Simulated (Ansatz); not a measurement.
**Geometry relaxation, with input and output: Ni (part 1 of 2)**

System: Ni (P6₃/mmc, 2 atoms in the cell).
Method: DFT, PBE, PAW with Ansatz's default frozen-core files, scalar-relativistic, spin-polarised (Ansatz 0.2.0).

The structure was built on a prototype by a generator; it need not be a known phase. Its volume is 0.91 times that of the source entry. It belongs to a series of runs on one base structure; here: hcp relaxed under pressure, PAW files. Figures and captions count atoms from 1; the log counts them from 0 in places.

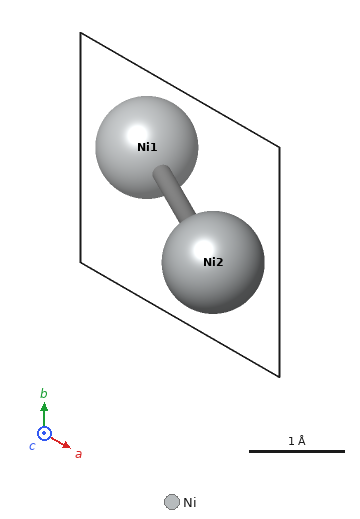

The input geometry (ball-and-stick view of the cell of the calculation, along the c axis; atoms are numbered from 1 in the order of the input). Near neighbours in the crystal (not all of them lie inside the picture): Ni has 12 Ni at 2.41 to 2.42 Å.

## Key numbers

| quantity | value |
| --- | --- |
| outcome | converged |
| space group (tolerance 0.01 Å) | P6₃/mmc (194) |
| electrons treated | 36 |
| free energy | −11679.3258 eV |
| Fermi energy | 20.300 eV |
| net moment of the cell | 1.20 μB |
| integrated absolute moment | 1.35 μB |
| pressure | 23.00 GPa |
| final volume | 19.93 Å³ |
| largest force (length of the vector) at the end | under 0.001 eV/Å |
| final cell | a = 2.412 Å, b = 2.412 Å, c = 3.956 Å, α = 90.00°, β = 90.00°, γ = 120.00° |
| hardware | 2 threads of Arm Neoverse V1, 24 GiB of memory available, shared host |
| wall time | 49 s (CPU time 95 s) |
| peak memory | 0.45 GiB |

## Notes

The cell was relaxed to the target pressure of the input; what is minimised is then the enthalpy E + pV.

## Input file
```yaml
crystal:
  lattice:
    - [2.4199372012, 0.0, 0.0]
    - [-1.2099686006, 2.0957270918, 0.0]
    - [0.0, 0.0, 3.9202982659]
  atoms:
    - { symbol: Ni, position: [0.3333333333, 0.6666666667, 0.25], spin: 1.0 }
    - { symbol: Ni, position: [0.6666666667, 0.3333333333, 0.75], spin: 1.0 }
magnetization:
  spin_polarized: true
kpoints:
  mp_grid: { grid: [18, 18, 10] }
scf:
  occupations: { method: fermi_dirac, width: 0.1 }
hamiltonian:
  xc: pbe
  pseudopotentials: { kind: paw }
output:
  forces: true
  stress: true
  eigenvalues: true
  write_density: true
  write_potential: true
  elf: true
  volumetric_format: npy
relax:
  f_tol: 0.005
  max_steps: 40
  cell: { p_target: 23.0, stress_tol: 0.03 }
```

Command:
```bash
ansatz run input.yaml --threads 2 --pin off --max-ram 7168MiB --backend cpu --events-out ev --progress --plain --runs-dir out
```

## The program's output
```
Engine: ansatz 0.2.0, aarch64-unknown-linux-gnu
Pseudopotentials: kind: paw
Pseudopotential: Ni, paw, valence charge 18, recommended cutoff 420 eV (normal), Ni.paw.azcp
Functional definition: PBE
  parameter kappa = 0.804
  parameter beta = 0.06672455060314922
  exchange = pbe_x(kappa = kappa, mu = beta*pi^2/3)
  correlation = pbe_c(beta = beta)
Crystal: 2 atoms, lattice volume = 19.882 Å³
Basis set: ecut = 420 eV, 379 PW (Γ), exchange–correlation on 36×36×54 points (8 copies of the dense FFT grid, shifted against one another)
Bands: 23, of which v1, the nominal top of the filled ones, is band 18 counted from 1 (17 counted from 0)
Symmetry: 24 space group operations
Space group: P63/mmc (ITA 194), of the structure as read, at distance tolerance 2.7e-5 Å
Magnetic group: BNS 194.263 (UNI 1493), of the structure as read, at distance tolerance 2.7e-5 Å
k-points: 222 of 3240
Non-local potential: Ni, projectors of the file, l = 0: 3, l = 1: 2, l = 2: 3, l = 3: 1
PAW form: soft (Blöchl's): semilocal exchange-correlation on the pseudo side does not see the compensation charge
PAW one-centre angular grid: Ni, 590 points (default); XC on 64 Gauss nodes
Initial density: superposition of atomic densities (chi_scale 0.1, normalization cell)
Starting moments: Σ|m| = 2 μB on 2 of 2 sites
Initial wavefunctions: pseudopotential atomic-orbital guess
Functional: x = pbe(κ = 0.804, μ = 0.2195149727645171), c = pbe(β = 0.06672455060314922)
SCF iter   1: F=—  HF=-11677.597155 eV  |F-HF|=—  |Δ(HF+E_count)|=         —  Δρ=7.25e-2 (↑4.21e-2 ↓7.25e-2)  dr2=1.59e0  dr2_m=4.70e-2  M=1.833 μB ∫|m|=1.926 μB  β_m=0.30  ethr=3.10e-3  ⟨swp⟩=4.8  Hψ=37088  notcnv=0
Mixer restart at iter 1: flushing history
preconditioner: auto → none  [metal: Δε(μ)=0.004 eV  Ē_g=10.178 eV  σ=0.100 eV  W_gap=0.01  n_scr=8 (ndim 8)  ℏωp=37.2 eV  f_vac=0.000  D(μ)=3.18/eV (n_scr^D=42)  sad-step TF]
SCF iter   2: F=—  HF=-11677.318040 eV  |F-HF|=—  |Δ(HF+E_count)|=   2.79e-1  Δρ=1.40e-2 (↑1.40e-2 ↓1.15e-2)  dr2=2.81e-2  dr2_m=9.79e-3  M=1.717 μB ∫|m|=1.836 μB  β_m=0.30  ethr=3.10e-3  ⟨swp⟩=2.9  Hψ=19705  notcnv=0  defer=24
SCF iter   3: F=—  HF=-11677.984029 eV  |F-HF|=—  |Δ(HF+E_count)|=         —  Δρ=3.07e-2 (↑1.20e-2 ↓3.07e-2)  dr2=5.19e-2  dr2_m=6.44e-2  M=1.486 μB ∫|m|=1.607 μB  β_m=0.30  ethr=7.81e-5  ⟨swp⟩=2.1  Hψ=17185  notcnv=0  defer=24
Mixer restart at iter 3: flushing history
SCF iter   4: F=—  HF=-11678.502671 eV  |F-HF|=—  |Δ(HF+E_count)|=   5.19e-1  Δρ=2.48e-2 (↑1.23e-2 ↓2.48e-2)  dr2=1.89e-2  dr2_m=5.83e-2  M=1.426 μB ∫|m|=1.556 μB  β_m=0.65  ethr=7.81e-5  ⟨swp⟩=2.0  Hψ=19151  notcnv=0  defer=24
SCF iter   5: F=—  HF=-11679.285623 eV  |F-HF|=—  |Δ(HF+E_count)|=   7.83e-1  Δρ=3.19e-2 (↑7.87e-3 ↓3.19e-2)  dr2=1.63e-1  dr2_m=3.24e-2  M=1.227 μB ∫|m|=1.379 μB  β_m=0.32  ethr=5.24e-5  ⟨swp⟩=2.5  Hψ=20358  notcnv=0  defer=24
SCF iter   6: F=—  HF=-11679.332528 eV  |F-HF|=—  |Δ(HF+E_count)|=   4.69e-2  Δρ=1.31e-2 (↑1.31e-2 ↓8.10e-3)  dr2=4.12e-2  dr2_m=1.18e-3  M=1.214 μB ∫|m|=1.371 μB  β_m=0.56  ethr=5.24e-5  ⟨swp⟩=2.6  Hψ=21320  notcnv=0  defer=24
SCF iter   7: F=—  HF=-11679.319488 eV  |F-HF|=—  |Δ(HF+E_count)|=   1.30e-2  Δρ=5.89e-3 (↑5.89e-3 ↓5.04e-3)  dr2=1.17e-2  dr2_m=4.34e-5  M=1.202 μB ∫|m|=1.355 μB  β_m=0.78  ethr=5.24e-5  ⟨swp⟩=2.8  Hψ=19045  notcnv=0  defer=33
SCF iter   8: F=—  HF=-11679.317156 eV  |F-HF|=—  |Δ(HF+E_count)|=   2.33e-3  Δρ=1.83e-3 (↑1.49e-3 ↓1.83e-3)  dr2=1.14e-3  dr2_m=9.69e-6  M=1.198 μB ∫|m|=1.349 μB  β_m=0.89  ethr=3.24e-5  ⟨swp⟩=2.2  Hψ=14793  notcnv=0  defer=49
SCF iter   9: F=—  HF=-11679.316985 eV  |F-HF|=—  |Δ(HF+E_count)|=   1.71e-4  Δρ=1.39e-4 (↑1.02e-4 ↓1.39e-4)  dr2=5.79e-6  dr2_m=1.15e-7  M=1.198 μB ∫|m|=1.347 μB  β_m=0.93  ethr=3.16e-6  ⟨swp⟩=2.0  Hψ=14196  notcnv=0  defer=49
SCF iter  10: F=—  HF=-11679.316985 eV  |F-HF|=—  |Δ(HF+E_count)|=   4.31e-8  Δρ=1.46e-5 (↑2.90e-6 ↓1.46e-5)  dr2=1.30e-8  dr2_m=1.27e-8  M=1.198 μB ∫|m|=1.347 μB  β_m=0.96  ethr=1.61e-8  ⟨swp⟩=2.0  Hψ=18343  notcnv=0  defer=49
SCF iter  11: F=-11679.316985 eV  HF=-11679.316985 eV  |F-HF|=1.09e-11  |Δ(HF+E_count)|=   2.40e-9  Δρ=1.40e-6 (↑1.12e-6 ↓1.40e-6)  dr2=2.40e-11  dr2_m=2.79e-10  M=1.198 μB ∫|m|=1.347 μB  ethr=3.62e-11  ⟨swp⟩=6.4  Hψ=64399  notcnv=0
SCF 1 converged in 11 iterations: F = -11679.316985 eV  dr2 = 2.40e-11
  greatest PAW one-centre occupation: 1.001 electrons in one spin orbital (limit 2), on the Ni atom at site 1 (counted from 0), in its partial waves of l = 1
relax step   1: F+E_penalty+E_count = -11679.31698539 eV  Δ(F+E_penalty+E_count) = +0.000e0 eV  max|allowed force component| = 3.701e-17 eV/Å  Δτ_max = 0.0000 Å  P = +23.756 GPa  Ω = 19.882 Å³  (11 SCF iters, dr2 threshold 1.00e-7 eV, accepted)
Crystal: 2 atoms, lattice volume = 19.907 Å³
Initial density: handed on by an earlier stage of this run
Starting moments: Σ|m| = 2 μB on 2 of 2 sites; this step starts from the density that it was given
Initial wavefunctions: those handed on with the density
iter 1 solved again at ethr=1.32e-7 eV; its pass at ethr=3.10e-3 eV (dr2=4.74e-5 eV) is discarded
SCF iter   1: F=—  HF=-11679.321834 eV  |F-HF|=—  |Δ(HF+E_count)|=         —  Δρ=5.25e-4 (↑2.56e-4 ↓5.25e-4)  dr2=4.13e-5  dr2_m=5.12e-6  M=1.197 μB ∫|m|=1.347 μB  β_m=0.65  ethr=1.32e-7  ⟨swp⟩=3.0  Hψ=51425  notcnv=0
preconditioner: auto → none  [metal: Δε(μ)=0.003 eV  Ē_g=10.850 eV  σ=0.100 eV  W_gap=0.01  n_scr=2 (ndim 8)  ℏωp=37.2 eV  f_vac=0.000  D(μ)=3.61/eV (n_scr^D=66)]
SCF iter   2: F=—  HF=-11679.321845 eV  |F-HF|=—  |Δ(HF+E_count)|=   1.11e-5  Δρ=4.71e-4 (↑3.74e-4 ↓4.71e-4)  dr2=6.73e-5  dr2_m=1.34e-6  M=1.198 μB ∫|m|=1.347 μB  β_m=0.36  ethr=1.15e-7  ⟨swp⟩=2.0  Hψ=17272  notcnv=0
SCF iter   3: F=—  HF=-11679.321825 eV  |F-HF|=—  |Δ(HF+E_count)|=   2.02e-5  Δρ=2.04e-4 (↑6.52e-5 ↓2.04e-4)  dr2=2.69e-6  dr2_m=1.29e-6  M=1.197 μB ∫|m|=1.347 μB  β_m=0.46  ethr=1.15e-7  ⟨swp⟩=2.7  Hψ=18490  notcnv=0
SCF iter   4: F=—  HF=-11679.321829 eV  |F-HF|=—  |Δ(HF+E_count)|=   3.81e-6  Δρ=7.00e-5 (↑1.32e-5 ↓7.00e-5)  dr2=4.67e-7  dr2_m=2.25e-7  M=1.198 μB ∫|m|=1.347 μB  β_m=0.73  ethr=7.46e-9  ⟨swp⟩=1.7  Hψ=13993  notcnv=0
SCF iter   5: F=—  HF=-11679.321831 eV  |F-HF|=—  |Δ(HF+E_count)|=   2.33e-6  Δρ=3.46e-5 (↑6.25e-6 ↓3.46e-5)  dr2=1.63e-7  dr2_m=4.39e-8  M=1.198 μB ∫|m|=1.348 μB  β_m=0.86  ethr=1.30e-9  ⟨swp⟩=2.0  Hψ=15038  notcnv=0
SCF iter   6: F=-11679.321831 eV  HF=-11679.321831 eV  |F-HF|=2.01e-9  |Δ(HF+E_count)|=   2.83e-7  Δρ=7.37e-6 (↑1.54e-6 ↓7.37e-6)  dr2=5.33e-9  dr2_m=3.09e-9  M=1.198 μB ∫|m|=1.348 μB  ethr=4.52e-10  ⟨swp⟩=6.8  Hψ=67613  notcnv=0
SCF 2 converged in 6 iterations: F = -11679.321831 eV  dr2 = 5.33e-9
relax step   2: F+E_penalty+E_count = -11679.32183138 eV  Δ(F+E_penalty+E_count) = -4.846e-3 eV  max|allowed force component| = 1.850e-17 eV/Å  Δτ_max = 0.0000 Å  P = +23.342 GPa  Ω = 19.907 Å³  energy of the carried Pulay correction = -1.337e-5 eV  (6 SCF iters, dr2 threshold 2.00e-7 eV, accepted)
Crystal: 2 atoms, lattice volume = 19.908 Å³
iter 1 solved again at ethr=1.69e-7 eV; its pass at ethr=3.10e-3 eV (dr2=6.08e-5 eV) is discarded
SCF iter   1: F=—  HF=-11679.322824 eV  |F-HF|=—  |Δ(HF+E_count)|=         —  Δρ=9.40e-4 (↑3.31e-4 ↓9.40e-4)  dr2=5.82e-5  dr2_m=2.09e-5  M=1.198 μB ∫|m|=1.347 μB  β_m=0.65  ethr=1.69e-7  ⟨swp⟩=3.0  Hψ=56284  notcnv=0
preconditioner: auto → none  [metal: Δε(μ)=0.001 eV  Ē_g=10.873 eV  σ=0.100 eV  W_gap=0.00  n_scr=2 (ndim 8)  ℏωp=37.2 eV  f_vac=0.000  D(μ)=3.58/eV (n_scr^D=66)]
SCF iter   2: F=—  HF=-11679.322804 eV  |F-HF|=—  |Δ(HF+E_count)|=   2.03e-5  Δρ=3.75e-4 (↑6.92e-5 ↓3.75e-4)  dr2=5.30e-6  dr2_m=4.92e-6  M=1.198 μB ∫|m|=1.347 μB  β_m=0.65  ethr=1.62e-7  ⟨swp⟩=1.7  Hψ=14423  notcnv=0
SCF iter   3: F=—  HF=-11679.322805 eV  |F-HF|=—  |Δ(HF+E_count)|=   1.41e-6  Δρ=5.89e-5 (↑2.79e-5 ↓5.89e-5)  dr2=1.17e-7  dr2_m=2.76e-7  M=1.198 μB ∫|m|=1.347 μB  β_m=0.82  ethr=1.47e-8  ⟨swp⟩=2.3  Hψ=17501  notcnv=0
SCF iter   4: F=—  HF=-11679.322805 eV  |F-HF|=—  |Δ(HF+E_count)|=   3.29e-7  Δρ=4.62e-5 (↑3.35e-5 ↓4.62e-5)  dr2=6.46e-7  dr2_m=1.35e-8  M=1.198 μB ∫|m|=1.347 μB  β_m=0.58  ethr=3.25e-10  ⟨swp⟩=2.0  Hψ=18539  notcnv=0
SCF iter   5: F=-11679.322805 eV  HF=-11679.322805 eV  |F-HF|=2.81e-9  |Δ(HF+E_count)|=   1.39e-7  Δρ=1.17e-5 (↑3.65e-6 ↓1.17e-5)  dr2=5.65e-9  dr2_m=7.60e-9  M=1.198 μB ∫|m|=1.347 μB  ethr=3.25e-10  ⟨swp⟩=6.5  Hψ=64939  notcnv=0
SCF 3 converged in 5 iterations: F = -11679.322805 eV  dr2 = 5.65e-9
relax step   3: F+E_penalty+E_count = -11679.32280527 eV  Δ(F+E_penalty+E_count) = -9.739e-4 eV  max|allowed force component| = 5.551e-17 eV/Å  Δτ_max = 0.0000 Å  P = +23.311 GPa  Ω = 19.908 Å³  energy of the carried Pulay correction = -1.533e-5 eV  (5 SCF iters, dr2 threshold 2.00e-7 eV, accepted)
Crystal: 2 atoms, lattice volume = 19.942 Å³
iter 1 solved again at ethr=1.68e-7 eV; its pass at ethr=3.10e-3 eV (dr2=6.06e-5 eV) is discarded
SCF iter   1: F=—  HF=-11679.327625 eV  |F-HF|=—  |Δ(HF+E_count)|=         —  Δρ=3.47e-4 (↑3.19e-4 ↓3.47e-4)  dr2=5.14e-5  dr2_m=2.25e-7  M=1.197 μB ∫|m|=1.347 μB  β_m=0.65  ethr=1.68e-7  ⟨swp⟩=2.1  Hψ=46522  notcnv=0
preconditioner: auto → none  [metal: Δε(μ)=0.001 eV  Ē_g=10.854 eV  σ=0.100 eV  W_gap=0.00  n_scr=2 (ndim 8)  ℏωp=37.2 eV  f_vac=0.000  D(μ)=3.58/eV (n_scr^D=66)]
SCF iter   2: F=—  HF=-11679.327650 eV  |F-HF|=—  |Δ(HF+E_count)|=   2.53e-5  Δρ=5.87e-4 (↑4.80e-4 ↓5.87e-4)  dr2=1.15e-4  dr2_m=7.29e-7  M=1.198 μB ∫|m|=1.348 μB  β_m=0.27  ethr=1.43e-7  ⟨swp⟩=2.0  Hψ=18121  notcnv=0  recentre
SCF iter   3: F=—  HF=-11679.327611 eV  |F-HF|=—  |Δ(HF+E_count)|=   3.94e-5  Δρ=4.49e-5 (↑4.45e-5 ↓4.49e-5)  dr2=2.33e-7  dr2_m=1.92e-7  M=1.197 μB ∫|m|=1.348 μB  β_m=0.49  ethr=1.43e-7  ⟨swp⟩=2.8  Hψ=19122  notcnv=0
SCF iter   4: F=—  HF=-11679.327618 eV  |F-HF|=—  |Δ(HF+E_count)|=   7.42e-6  Δρ=6.83e-5 (↑1.49e-5 ↓6.83e-5)  dr2=5.90e-7  dr2_m=2.12e-7  M=1.198 μB ∫|m|=1.348 μB  β_m=0.74  ethr=6.46e-10  ⟨swp⟩=2.0  Hψ=18163  notcnv=0
SCF iter   5: F=—  HF=-11679.327622 eV  |F-HF|=—  |Δ(HF+E_count)|=   3.74e-6  Δρ=6.03e-5 (↑1.46e-5 ↓6.03e-5)  dr2=5.54e-7  dr2_m=1.15e-7  M=1.198 μB ∫|m|=1.348 μB  β_m=0.78  ethr=6.46e-10  ⟨swp⟩=2.1  Hψ=16947  notcnv=0
SCF iter   6: F=—  HF=-11679.327624 eV  |F-HF|=—  |Δ(HF+E_count)|=   1.42e-6  Δρ=2.12e-5 (↑1.07e-5 ↓2.12e-5)  dr2=5.41e-8  dr2_m=1.39e-8  M=1.199 μB ∫|m|=1.349 μB  β_m=0.89  ethr=6.46e-10  ⟨swp⟩=2.0  Hψ=18614  notcnv=0
SCF iter   7: F=-11679.327624 eV  HF=-11679.327624 eV  |F-HF|=7.37e-8  |Δ(HF+E_count)|=   6.37e-8  Δρ=2.04e-5 (↑1.02e-5 ↓2.04e-5)  dr2=9.51e-8  dr2_m=6.01e-9  M=1.199 μB ∫|m|=1.349 μB  ethr=1.50e-10  ⟨swp⟩=6.1  Hψ=57697  notcnv=0
SCF 4 converged in 7 iterations: F = -11679.327624 eV  dr2 = 9.51e-8
relax step   4: F+E_penalty+E_count = -11679.32762360 eV  Δ(F+E_penalty+E_count) = -4.818e-3 eV  max|allowed force component| = 3.701e-17 eV/Å  Δτ_max = 0.0000 Å  P = +22.807 GPa  Ω = 19.942 Å³  energy of the carried Pulay correction = -3.173e-5 eV  (7 SCF iters, dr2 threshold 2.00e-7 eV, accepted)
Crystal: 2 atoms, lattice volume = 19.929 Å³
iter 1 solved again at ethr=2.21e-8 eV; its pass at ethr=3.10e-3 eV (dr2=7.97e-6 eV) is discarded
SCF iter   1: F=—  HF=-11679.325790 eV  |F-HF|=—  |Δ(HF+E_count)|=         —  Δρ=1.24e-4 (↑1.15e-4 ↓1.24e-4)  dr2=6.71e-6  dr2_m=2.92e-8  M=1.199 μB ∫|m|=1.349 μB  β_m=0.65  ethr=2.21e-8  ⟨swp⟩=2.0  Hψ=46367  notcnv=0
preconditioner: auto → none  [metal: Δε(μ)=0.001 eV  Ē_g=10.859 eV  σ=0.100 eV  W_gap=0.00  n_scr=2 (ndim 8)  ℏωp=37.2 eV  f_vac=0.000  D(μ)=3.58/eV (n_scr^D=66)]
SCF iter   2: F=—  HF=-11679.325793 eV  |F-HF|=—  |Δ(HF+E_count)|=   3.61e-6  Δρ=2.16e-4 (↑1.75e-4 ↓2.16e-4)  dr2=1.55e-5  dr2_m=1.07e-7  M=1.198 μB ∫|m|=1.348 μB  β_m=0.30  ethr=1.86e-8  ⟨swp⟩=2.0  Hψ=18062  notcnv=0
SCF iter   3: F=—  HF=-11679.325788 eV  |F-HF|=—  |Δ(HF+E_count)|=   5.22e-6  Δρ=1.52e-5 (↑1.41e-5 ↓1.52e-5)  dr2=1.19e-8  dr2_m=2.84e-8  M=1.199 μB ∫|m|=1.349 μB  β_m=0.49  ethr=1.86e-8  ⟨swp⟩=2.8  Hψ=18932  notcnv=0
SCF iter   4: F=—  HF=-11679.325789 eV  |F-HF|=—  |Δ(HF+E_count)|=   1.15e-6  Δρ=2.68e-5 (↑6.06e-6 ↓2.68e-5)  dr2=8.64e-8  dr2_m=3.40e-8  M=1.198 μB ∫|m|=1.348 μB  β_m=0.49  ethr=3.31e-11  ⟨swp⟩=2.3  Hψ=19041  notcnv=0
iter 5 did not close the SCF: its close was put off for a magnetic moment that had not settled (scf_convergence_deferred on its scf_iter line)
SCF iter   5: F=-11679.325790 eV  HF=-11679.325790 eV  |F-HF|=4.89e-8  |Δ(HF+E_count)|=   9.24e-7  Δρ=1.96e-5 (↑4.40e-6 ↓1.96e-5)  dr2=6.12e-8  dr2_m=1.18e-8  M=1.198 μB ∫|m|=1.348 μB  β_m=0.50  ethr=3.31e-11  ⟨swp⟩=5.8  Hψ=67341  notcnv=0
SCF iter   6: F=—  HF=-11679.325790 eV  |F-HF|=—  |Δ(HF+E_count)|=   1.70e-7  Δρ=7.97e-6 (↑6.54e-6 ↓7.97e-6)  dr2=1.81e-8  dr2_m=1.46e-9  M=1.198 μB ∫|m|=1.348 μB  β_m=0.75  ethr=3.31e-11  ⟨swp⟩=2.5  Hψ=19304  notcnv=0
SCF iter   7: F=—  HF=-11679.325790 eV  |F-HF|=—  |Δ(HF+E_count)|=   1.23e-7  Δρ=5.84e-6 (↑3.95e-6 ↓5.84e-6)  dr2=9.56e-9  dr2_m=4.57e-10  M=1.198 μB ∫|m|=1.348 μB  β_m=0.87  ethr=3.31e-11  ⟨swp⟩=2.0  Hψ=16320  notcnv=0
SCF iter   8: F=-11679.325790 eV  HF=-11679.325790 eV  |F-HF|=2.61e-9  |Δ(HF+E_count)|=   3.79e-8  Δρ=3.68e-6 (↑1.92e-6 ↓3.68e-6)  dr2=3.49e-9  dr2_m=1.86e-10  M=1.198 μB ∫|m|=1.348 μB  ethr=2.66e-11  ⟨swp⟩=5.7  Hψ=61026  notcnv=0
SCF 5 converged in 8 iterations: F = -11679.325790 eV  dr2 = 3.49e-9
relax step   5: F+E_penalty+E_count = -11679.32579019 eV  Δ(F+E_penalty+E_count) = +1.833e-3 eV  max|allowed force component| = 5.551e-17 eV/Å  Δτ_max = 0.0000 Å  P = +22.998 GPa  Ω = 19.929 Å³  energy of the carried Pulay correction = -2.542e-5 eV  (8 SCF iters, dr2 threshold 9.64e-8 eV, accepted)
Initial wavefunctions: pseudopotential atomic-orbital guess (no wavefunctions were taken with the density)
iter 1 solved again at ethr=2.01e-9 eV; its pass at ethr=3.10e-3 eV (dr2=7.24e-7 eV) is discarded
```
